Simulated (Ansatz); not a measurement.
KCl

```yaml
crystal:
  lattice:
    - [5.34380, 0.00000, 0.00000]
    - [-2.67190, 4.62787, 0.00000]
    - [0.00000, 0.00000, 6.23917]
  atoms:
    - { symbol: K, position: [0.33333, 0.66667, 0.75000] }
    - { symbol: K, position: [0.66667, 0.33333, 0.25000] }
    - { symbol: Cl, position: [0.33333, 0.66667, 0.25000] }
    - { symbol: Cl, position: [0.66667, 0.33333, 0.75000] }
```

Space group P6₃/mmc; started from the wurtzite prototype, which need not be the ambient phase.

Theory: Ansatz 0.2.0, DFT, HSE06, plane waves, PAW.

What can the converged valence pseudo-density and electron localisation function tell about the bonding?

Answer. K–Cl (3.09 Å): ρ at the midpoint is about 0.1 e/Å³; the ELF peaks at about 0.90 in the valence shell of Cl, 0.8 Å from its nucleus, and drops to about 0.05 between the two atoms; a closed-shell, largely ionic contact.

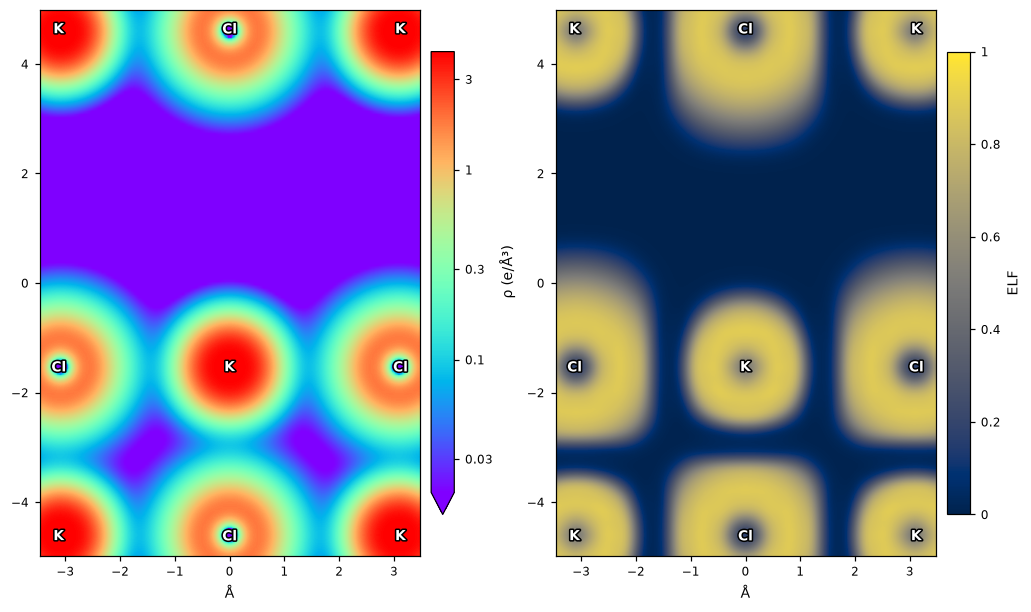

Computed valence pseudo-density and electron localisation function on the (110) plane of the conventional cell, in this order. 

Core electrons are frozen (PAW), and the valence fields are smoothed inside the atomic spheres.
